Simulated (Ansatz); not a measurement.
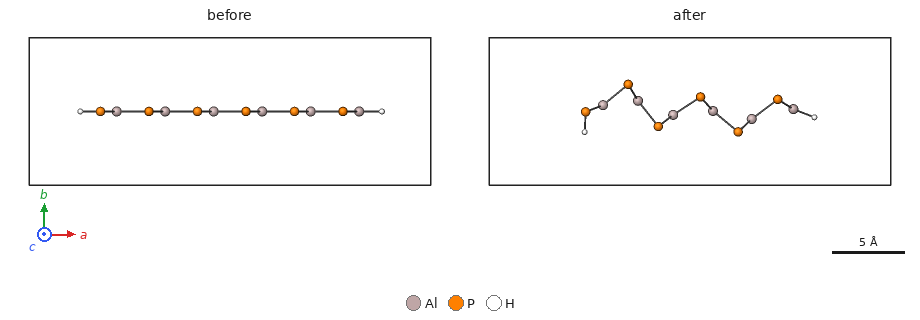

The structure of a wire of composition Al3P3H before (left) and after (right) a relaxation, at one scale.

The picture is a ball-and-stick view of the 2 repeat of the cell, with the vacuum cut short, seen along the c axis.

Case: zigzag ribbon, 6 formula units a period, edges capped with H.

All numbers below come from Ansatz, DFT PBE, scalar-relativistic, plane waves, PAW.

Input file:
```yaml
crystal:
  lattice:
    - [30.2, 0.0, 0.0]
    - [0.0, 9.3, 0.0]
    - [0.0, 0.0, 3.9395177519]
  atoms:
    - { symbol: Al, position: [0.2334210044, 0.4998658815, 0.5] }
    - { symbol: Al, position: [0.3463919465, 0.4998658815, 1.0] }
    - { symbol: Al, position: [0.4593628886, 0.4998658815, 0.5] }
    - { symbol: Al, position: [0.5723338308, 0.4998658815, 1.0] }
    - { symbol: Al, position: [0.6853047729, 0.4998658815, 0.5] }
    - { symbol: Al, position: [0.798275715, 0.4998658815, 1.0] }
    - { symbol: P, position: [0.1957640237, 0.5001341185, 1.0] }
    - { symbol: P, position: [0.3087349658, 0.5001341185, 0.5] }
    - { symbol: P, position: [0.4217059079, 0.5001341185, 1.0] }
    - { symbol: P, position: [0.53467685, 0.5001341185, 0.5] }
    - { symbol: P, position: [0.6476477922, 0.5001341185, 1.0] }
    - { symbol: P, position: [0.7606187343, 0.5001341185, 0.5] }
    - { symbol: H, position: [0.8512558156, 0.5000545746, 1.0] }
    - { symbol: H, position: [0.1487441844, 0.4999666534, 1.0] }
basis:
  ecutwfc: 420
kpoints:
  mp_grid: { grid: [1, 1, 14] }
hamiltonian:
  xc: pbe
scf:
  occupations: { method: gaussian, width: 0.05 }
output:
  forces: true
  stress: true
  eigenvalues: true
  populations: true
  write_density: true
  write_potential: true
  elf: true
  volumetric_format: npy
relax:
  adjacent_minimum: "off"
  f_tol: 0.02
  max_steps: 45
  cell: { fix: [a, b, alpha, beta, gamma], stress_tol: 0.03 }
```

Command:
```bash
ansatz run input.yaml --threads 4 --pin off --max-ram 11264MiB --backend cpu --events-out ev --progress --plain --runs-dir out
```

**Describe what moved and what it gained.**

The relaxation stopped without meeting its thresholds, so the last structure isn't shown to be converged. It used up its limit of 45 steps. Over 43 accepted moves (44 points after the start) the energy falls by 0.691 eV per cell of the calculation. The largest force component goes from 0.51 to 0.034 eV/Å. The line search rejected the trial step at point 12 of the run. The atom that moves furthest relative to the centre of the atoms is H14 (3.44 Å). Largest moves by element: H 3.44 Å, P 2.33 Å, Al 1.90 Å. Along the periodic axis the drawn cell goes c 7.879 → 7.652 Å (−2.9 %). Near-neighbour distances that change, for instance: Al2–P8 2.274 → 2.338 Å, Al3–P9 2.274 → 2.329 Å, Al4–P10 2.274 → 2.323 Å, Al1–P7 2.274 → 2.314 Å. Bond angles that change, for instance: Al1–P8–Al2 120.0° → 85.1°, Al2–P9–Al3 120.0° → 90.1°, Al4–P11–Al5 120.0° → 93.8°. Cost: 13 min on 4 threads of AMD EPYC 7R43 64-Core Processor (Zen 3), on a shared host, peak memory 1.6 GiB.
